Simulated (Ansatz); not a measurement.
**Ru in Ag(111), 2x2: scattering by a point defect**

Aim: the resistance that Ru in Ag(111), 2x2 adds to the host.

Calculated with Ansatz 0.2.0; Ansatz plane-wave DFT, PBE, PAW files; ballistic transport by layer matching (Landauer), zero bias; PAW set soft_1.

## 1. Starting point

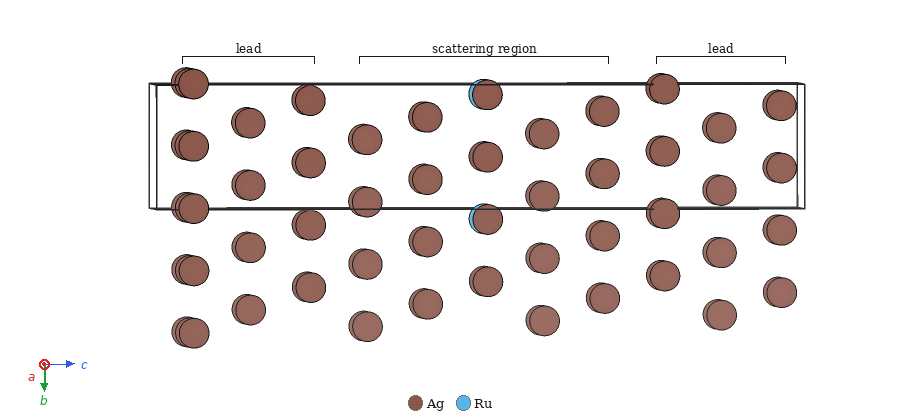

Start, viewed from the side, with the c axis across the page; silver brown, ruthenium blue. 1×2×1 cells are drawn. Some periodic images of atoms are drawn too.

The cell holds 44 atoms: 43 Ag and 1 Ru. Its edges and angles: a = 5.779 Å, b = 5.779 Å, c = 26.004 Å, α = 86.8°, β = 93.2°, γ = 120.0°. It derives from Ag. Regions: lead, 24 atoms (24 Ag); scattering region, 20 atoms (19 Ag and 1 Ru). The structure is stacked along c, and the current runs across the ab planes.

## 2. Transmission at ideal sites

The defect sits in one plane of the supercell, all atoms on ideal sites; the layers about the cell's end are the lead. The mesh across the current, 10×10, is finer than the density's, because channels open and close sharply across the zone. Energies from -0.1 to 0.1 eV in steps of 0.05 eV are too few for the program's thermal sum, so it prints no conductance; for a metal the transmission near the Fermi level serves, at a fraction of the cost.

The input, input.yaml:

```yaml
crystal:
  lattice:
    - [5.7787594586, 0.0, 0.0]
    - [-2.8893797293, 5.0045524935, 0.0]
    - [-1.4446898646, 0.8340920822, 25.9508553696]
  atoms:
    - { symbol: Ag, position: [0.0075757576, 0.9924242424, 0.0454545455] }
    - { symbol: Ag, position: [0.0075757576, 0.4924242424, 0.0454545455] }
    - { symbol: Ag, position: [0.5075757576, 0.9924242424, 0.0454545455] }
    - { symbol: Ag, position: [0.5075757576, 0.4924242424, 0.0454545455] }
    - { symbol: Ag, position: [0.1893939394, 0.3106060606, 0.1363636364] }
    - { symbol: Ag, position: [0.1893939394, 0.8106060606, 0.1363636364] }
    - { symbol: Ag, position: [0.6893939394, 0.3106060606, 0.1363636364] }
    - { symbol: Ag, position: [0.6893939394, 0.8106060606, 0.1363636364] }
    - { symbol: Ag, position: [0.3712121212, 0.1287878788, 0.2272727273] }
    - { symbol: Ag, position: [0.3712121212, 0.6287878788, 0.2272727273] }
    - { symbol: Ag, position: [0.8712121212, 0.1287878788, 0.2272727273] }
    - { symbol: Ag, position: [0.8712121212, 0.6287878788, 0.2272727273] }
    - { symbol: Ag, position: [0.053030303, 0.946969697, 0.3181818182] }
    - { symbol: Ag, position: [0.053030303, 0.446969697, 0.3181818182] }
    - { symbol: Ag, position: [0.553030303, 0.946969697, 0.3181818182] }
    - { symbol: Ag, position: [0.553030303, 0.446969697, 0.3181818182] }
    - { symbol: Ag, position: [0.2348484848, 0.2651515152, 0.4090909091] }
    - { symbol: Ag, position: [0.2348484848, 0.7651515152, 0.4090909091] }
    - { symbol: Ag, position: [0.7348484848, 0.2651515152, 0.4090909091] }
    - { symbol: Ag, position: [0.7348484848, 0.7651515152, 0.4090909091] }
    - { symbol: Ru, position: [0.4166666667, 0.0833333333, 0.5] }
    - { symbol: Ag, position: [0.4166666667, 0.5833333333, 0.5] }
    - { symbol: Ag, position: [0.9166666667, 0.0833333333, 0.5] }
    - { symbol: Ag, position: [0.9166666667, 0.5833333333, 0.5] }
    - { symbol: Ag, position: [0.0984848485, 0.9015151515, 0.5909090909] }
    - { symbol: Ag, position: [0.0984848485, 0.4015151515, 0.5909090909] }
    - { symbol: Ag, position: [0.5984848485, 0.9015151515, 0.5909090909] }
    - { symbol: Ag, position: [0.5984848485, 0.4015151515, 0.5909090909] }
    - { symbol: Ag, position: [0.2803030303, 0.2196969697, 0.6818181818] }
    - { symbol: Ag, position: [0.2803030303, 0.7196969697, 0.6818181818] }
    - { symbol: Ag, position: [0.7803030303, 0.2196969697, 0.6818181818] }
    - { symbol: Ag, position: [0.7803030303, 0.7196969697, 0.6818181818] }
    - { symbol: Ag, position: [0.4621212121, 0.0378787879, 0.7727272727] }
    - { symbol: Ag, position: [0.4621212121, 0.5378787879, 0.7727272727] }
    - { symbol: Ag, position: [0.9621212121, 0.0378787879, 0.7727272727] }
    - { symbol: Ag, position: [0.9621212121, 0.5378787879, 0.7727272727] }
    - { symbol: Ag, position: [0.1439393939, 0.8560606061, 0.8636363636] }
    - { symbol: Ag, position: [0.1439393939, 0.3560606061, 0.8636363636] }
    - { symbol: Ag, position: [0.6439393939, 0.8560606061, 0.8636363636] }
    - { symbol: Ag, position: [0.6439393939, 0.3560606061, 0.8636363636] }
    - { symbol: Ag, position: [0.3257575758, 0.1742424242, 0.9545454545] }
    - { symbol: Ag, position: [0.3257575758, 0.6742424242, 0.9545454545] }
    - { symbol: Ag, position: [0.8257575758, 0.1742424242, 0.9545454545] }
    - { symbol: Ag, position: [0.8257575758, 0.6742424242, 0.9545454545] }
kpoints:
  mp_grid: { grid: [4, 4, 1] }
hamiltonian:
  xc: pbe
  pseudopotentials: { kind: paw, azcp: { folder: soft_1 } }
scf:
  occupations: { method: fermi_dirac, width: 0.1 }
output:
  transmission: { leads: [[0, 4]], kmesh: [10, 10], e_range: [-0.1, 0.1], de: 0.05 }
  write_potential: true
  write_density: true
  volumetric_format: npy
  elf: true
```

Run with:

```bash
ansatz run input.yaml --threads 4 --pin off --max-ram 15360MiB --backend cpu --events-out ev --progress --plain --runs-dir out
```

Numbers of over 12 decimals in the logs are rounded to 6 here.

What it wrote:

```text
Engine: ansatz 0.2.0, x86_64-unknown-linux-gnu
Pseudopotentials: kind: paw
Pseudopotential: Ag, paw, valence charge 19, recommended cutoff 420 eV (normal), soft_1/Ag.paw.azcp
Pseudopotential: Ru, paw, valence charge 16, recommended cutoff 420 eV (normal), soft_1/Ru.paw.azcp
Functional definition: PBE
  parameter kappa = 0.804
  parameter beta = 0.066725
  exchange = pbe_x(kappa = kappa, mu = beta*pi^2/3)
  correlation = pbe_c(beta = beta)
Crystal: 44 atoms, lattice volume = 750.501 Å³
Basis set: ecut = 420 eV, 14721 PW (Γ)
Bands: 500, of which v1, the nominal top of the filled ones, is band 417 counted from 1 (416 counted from 0)
Symmetry: 4 space group operations
Space group: C2/m (ITA 12), of the structure as read, at distance tolerance 9.1e-5 Å
k-points: 7 of 16
Non-local potential: Ag, projectors of the file, l = 0: 3, l = 1: 2, l = 2: 2, l = 3: 1
Non-local potential: Ru, projectors of the file, l = 0: 3, l = 1: 2, l = 2: 2, l = 3: 1
PAW form: soft (Blöchl's): semilocal exchange-correlation on the pseudo side does not see the compensation charge
PAW one-centre angular grid: Ag, 590 points (default); XC on 64 Gauss nodes
PAW one-centre angular grid: Ru, 590 points (default); XC on 64 Gauss nodes
Initial density: superposition of atomic densities (chi_scale 0.1, normalization cell, long waves 12 % of neutral atoms (reshape's long-wave potential 1.12 eV rms, cloud 2.91 Å wide))
Initial wavefunctions: pseudopotential atomic-orbital guess
Functional: x = pbe(κ = 0.804, μ = 0.219515), c = pbe(β = 0.066725)
SCF iter   1: F=—  HF=-332296.413418 eV  |F-HF|=—  |Δ(HF+E_count)|=         —  Δρ=1.11e-1  dr2=1.02e3  ethr=3.10e-3  ⟨swp⟩=4.0  Hψ=10443  notcnv=0  defer=58
preconditioner: auto → Kerker (q_TF=auto, 2.776 Å⁻¹)  [metal: Δε(μ)=0.028 eV  Ē_g=10.190 eV  σ=0.100 eV  W_gap=0.07  n_scr=292 (ndim 8)  ℏωp=29.7 eV  f_vac=0.000  D(μ)=10.90/eV (n_scr^D=64)]
SCF iter   2: F=—  HF=-332277.988838 eV  |F-HF|=—  |Δ(HF+E_count)|=    1.84e1  Δρ=3.60e-2  dr2=1.60e2  ethr=3.10e-3  ⟨swp⟩=2.0  Hψ=5920  notcnv=0  defer=394
SCF iter   3: F=—  HF=-332274.881388 eV  |F-HF|=—  |Δ(HF+E_count)|=    3.11e0  Δρ=2.77e-2  dr2=6.59e1  ethr=3.10e-3  ⟨swp⟩=1.6  Hψ=3564  notcnv=0  defer=400
SCF iter   4: F=—  HF=-332272.653276 eV  |F-HF|=—  |Δ(HF+E_count)|=    2.23e0  Δρ=9.39e-3  dr2=2.20e1  ethr=3.10e-3  ⟨swp⟩=2.0  Hψ=5644  notcnv=0  defer=416
SCF iter   5: F=—  HF=-332272.424781 eV  |F-HF|=—  |Δ(HF+E_count)|=   2.28e-1  Δρ=1.05e-2  dr2=1.84e0  ethr=2.65e-3  ⟨swp⟩=2.1  Hψ=4074  notcnv=0  defer=419
SCF iter   6: F=—  HF=-332272.310459 eV  |F-HF|=—  |Δ(HF+E_count)|=   1.14e-1  Δρ=2.03e-3  dr2=6.22e-2  ethr=2.21e-4  ⟨swp⟩=2.0  Hψ=5690  notcnv=0  defer=419
SCF iter   7: F=—  HF=-332272.308104 eV  |F-HF|=—  |Δ(HF+E_count)|=   2.35e-3  Δρ=1.00e-3  dr2=3.31e-2  ethr=7.47e-6  ⟨swp⟩=2.1  Hψ=5579  notcnv=0  defer=419
SCF iter   8: F=—  HF=-332272.307389 eV  |F-HF|=—  |Δ(HF+E_count)|=   7.15e-4  Δρ=2.72e-4  dr2=3.45e-3  ethr=3.98e-6  ⟨swp⟩=1.7  Hψ=3085  notcnv=0  defer=419
SCF iter   9: F=—  HF=-332272.307355 eV  |F-HF|=—  |Δ(HF+E_count)|=   3.40e-5  Δρ=6.42e-5  dr2=2.38e-4  ethr=4.14e-7  ⟨swp⟩=1.4  Hψ=3080  notcnv=0  defer=419
SCF iter  10: F=—  HF=-332272.307288 eV  |F-HF|=—  |Δ(HF+E_count)|=   6.74e-5  Δρ=2.31e-5  dr2=2.09e-5  ethr=2.86e-8  ⟨swp⟩=2.0  Hψ=4077  notcnv=0  defer=419
SCF iter  11: F=—  HF=-332272.308106 eV  |F-HF|=—  |Δ(HF+E_count)|=   8.18e-4  Δρ=6.34e-6  dr2=1.83e-6  ethr=2.50e-9  ⟨swp⟩=2.1  Hψ=3546  notcnv=0  defer=419
SCF iter  12: F=—  HF=-332272.308106 eV  |F-HF|=—  |Δ(HF+E_count)|=   1.27e-7  Δρ=3.25e-6  dr2=2.37e-7  ethr=2.20e-10  ⟨swp⟩=2.4  Hψ=5020  notcnv=0  defer=419
SCF iter  13: F=-332272.308106 eV  HF=-332272.308106 eV  |F-HF|=3.13e-8  |Δ(HF+E_count)|=   1.97e-8  Δρ=1.17e-6  dr2=3.64e-8  ethr=1.20e-11  ⟨swp⟩=9.4  Hψ=13692  notcnv=0
SCF 1 converged in 13 iterations: F = -332272.308106 eV  dr2 = 3.64e-8
  greatest PAW one-centre occupation: 1.001 electrons in one spin orbital (limit 2), on the Ag atom at site 22 (counted from 0), in its partial waves of l = 0
transmission: 106 of 1054 steps passed
transmission: 218 of 1054 steps passed
[...]
transmission: 1054 of 1054 steps passed
SCF converged after 13 iterations
Free energy (F): -332272.308106 eV
Harris-Foulkes:  -332272.308106 eV  (|F-HF|=3.13e-8)
Internal energy: -332271.679565 eV  (E = F + TS)
E sigma→0 (E₀):  -332271.993835 eV
Entropy (-TS):   -0.628541 eV (-14.285 meV/atom)
Fermi energy:    17.165106 eV
--- Per-component energies (eV) ---
  E_band       = -10297.457546
  E_kinetic    = 20575.592980
  E_local      = -91308.513808  (includes V_loc(G=0)·N_el)
  E_nonlocal   = 1779.261630
  E_hartree    = 44659.951325
  E_xc         = -7014.043661
  E_vxc        = -8878.450707  (∫ρ·V_xc dr)
  E_paw        = -173580.309451  (= ΣΔE_a)
  E_vpaw       = -21785.254086  (= ΣTr[D̂ρ^β])
  E_aug_tail   = 0.016890  (compensation charges beyond the density's cutoff)
  E_ewald      = -127383.635471
  E_smearing   = -0.628541  (= −TS)
  E_closure    = 0.000000  (closes the sum)
  Σ components = -332272.308106   (vs F -332272.308106, Δ=0.00e0)
--- Band table (eV; the first three rows and the last of 7) ---
  k-point 0: bands = [... 413 lower, 17.3611, 17.3611, 17.6684, 17.7225, 17.9401, 17.9723, 18.0202, 18.0348, ... 79 higher]
  k-point 1: bands = [... 413 lower, 16.9232, 17.0097, 17.1251, 17.1631, 17.1985, 17.3904, 17.5048, 17.6077, ... 79 higher]
  k-point 2: bands = [... 413 lower, 16.8775, 16.9480, 17.1190, 17.1260, 17.1652, 17.2349, 17.3264, 17.5875, ... 79 higher]
  k-point 6: bands = [... 413 lower, 16.8118, 16.8763, 16.8969, 16.9214, 17.2528, 17.3946, 17.4700, 17.5261, ... 79 higher]
--- Transmission ---
  basis      : 253 plane waves across, 34 finite elements along
  points     : 31, standing for a mesh of 10 x 10
  energies   : 5 from -0.100000 to 0.100000 eV about the Fermi level, 0.050000 eV apart; the leads are filled to 0.000000 eV, and channels, transmission and decay are at 0.000000 eV
  crystal 0  : Ag4, at the sites [0, 4], period 2.3592 Å, over 23.59 Å; its Hamiltonian steps by up to 9.7 meV
    offset         : up to 0.0000 Å between an atom of the period and one for which it stands
    channels       : 3.210000e0 a spin
    conductance    : none, the energies end too early or step too widely for 300 K: set another output.transmission.e_range or a lower de, or, where they end at an eighth of basis.ecutwfc, a higher one
  junction   : crystal 0 to crystal 0, 0.70 to 24.29 Å
    transmission   : 2.207865e0 a spin
    conductance    : none, the energies end too early or step too widely for 300 K: set another output.transmission.e_range or a lower de, or, where they end at an eighth of basis.ecutwfc, a higher one
```

Wall time 6.8 min (4 threads of Intel Xeon Platinum 8259CL at 2.50GHz (Skylake/Cascade Lake), shared host); peak memory 6.3 GiB.

Reading the cycles: dr2 is the Hartree energy of the density residual (eV), the measure of convergence; HF is the Harris–Foulkes estimate of the energy, which meets the free energy F at convergence.

This run has no spin polarisation although its electron count is odd.

Numbers from this step:

```
free energy                                    : -332272.3081 eV
energy at zero smearing                        : -332271.9938 eV
Fermi energy                                   : 17.17 eV
cell area                                      : 28.92 Å²
transmission per spin nearest the Fermi level  : 2.208
open channels per spin nearest the Fermi level : 3.21
step of the lead's potential                   : 9.7 meV
```

Per spin. Transmission, zone mean against energy, zero at the Fermi level:

| energy (eV) | transmission, zone mean |
| --- | --- |
| -0.1000 | 2.01 |
| -0.0500 | 2.11 |
| 0.0000 | 2.21 |
| 0.0500 | 2.29 |
| 0.1000 | 2.36 |

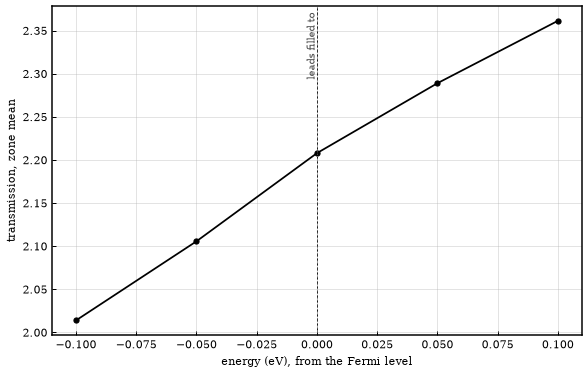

Transmission, zone mean against energy.

Per spin. The open channels, zone mean, lead stays at 3.21 for energy from -0.1 to 0.1 eV.

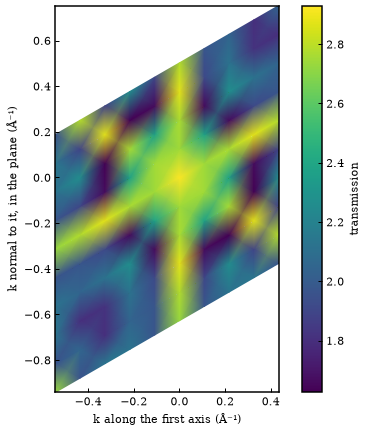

Transmission over k1 and k2. At 0.0000 eV from the Fermi level.

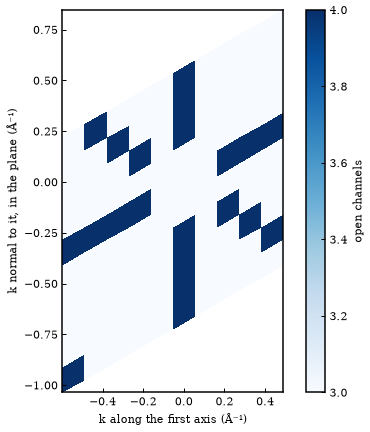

Open channels over k1 and k2. At 0.0000 eV from the Fermi level.

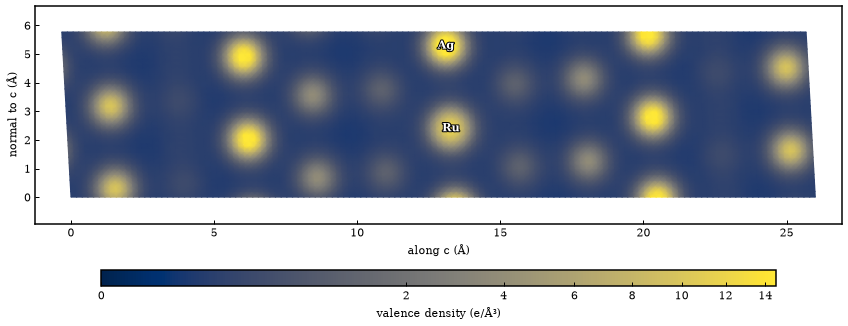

Valence density in the ca plane at fractional y = 0.083, with atoms of Ru and Ag within 0.2 Å of it. It is the smooth field of the valence electrons, not physical close to the nuclei. The colour scale is stretched toward low values.

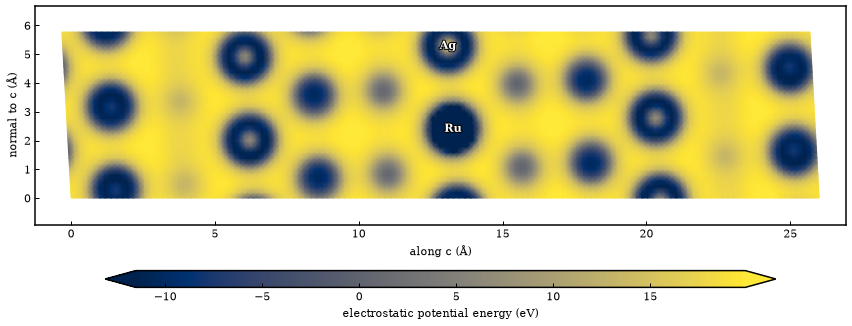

Electrostatic potential energy in the ca plane at fractional y = 0.083, with atoms of Ru and Ag within 0.2 Å of it. With pseudopotentials it is smooth inside the atoms' cores, unlike the true potential.

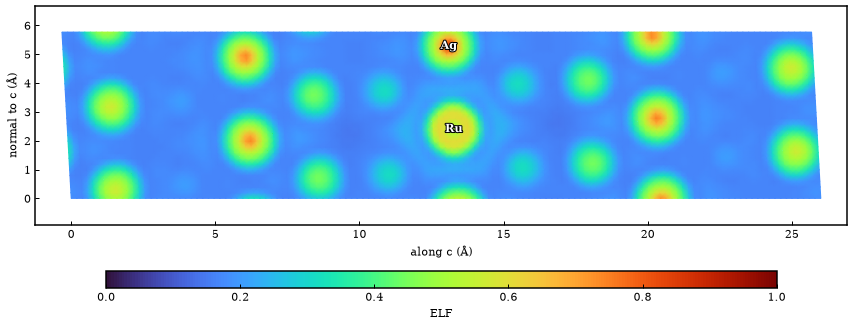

ELF in the ca plane at fractional y = 0.083, with atoms of Ru and Ag within 0.2 Å of it. It is the smooth field of the valence electrons, not physical close to the nuclei.

Over the solved energies the transmission per spin lies between 2.01 and 2.36, out of 3.21 channels of the lead on average (up to 3.21).

## 3. Resistance at ideal sites

This step: Ansatz plane-wave DFT, PBE, PAW files; ballistic transport by layer matching (Landauer), zero bias; area resistance of the defect plane and resistivity an atomic per cent; PAW set soft_1 (Ansatz 0.2.0).

This step gave:

```yaml
area_resistance: 0.5332 fΩ m²
t_over_the_leads_mean_channel_count: 0.6856
resistivity_per_at_scaled_from_this_dense_plane_with_the_factor_3_over_4_for_isotropic_scattering: 6.780 µΩ cm
```

Averaged over the energies near the Fermi level, 68.6 % of the channels pass, which makes 0.533 fΩ m².

By hand, with T and the leads' channels N averaged over the energies near the Fermi level: RA = A (h/2e²)(1/T − 1/N) = 28.92×10⁻²⁰ m² × 12 906 Ω × (1/2.201 − 1/3.210) = 0.533 fΩ m². Per atomic per cent: RA × A / V_atom × 0.01 × 3/4 = 6.78 µΩ cm, with the host's V_atom = 17.06 Å³.

## 4. Outcome

```yaml
share_of_channels_that_pass_rigid: 0.686
area_resistance_rigid: 0.533 fΩ m²
resistivity_per_at_from_the_area_resistance_times_3_over_4_rigid: 6.78 µΩ cm
```

In words: The plane of defects adds 0.53 fΩ m². Scaled to one atomic per cent that is 9.0 µΩ cm as it stands and 6.8 with the factor 3/4 for isotropic scattering on a spherical Fermi surface; with the reflection in place of the resistance taken as linear in the density it would be 4.6. These are rough estimates of the dilute value, not bounds. One Ru in each 2x2 cell reflects 31 % of the lead's channels. The defects form a dense periodic sheet that scatters coherently, unlike a dilute random alloy. T and N are means over the solved energies nearest the Fermi level.

[Logs are printed without paths, hosts, clocks, repeated set-up lines and the standing remarks that a program may print on its own settings, such as how far it seeks lower states.]

[Hosts, paths, dates, database ids (printed as entryN), source tags and the programs' standing remarks are cut or masked in the printed files.]
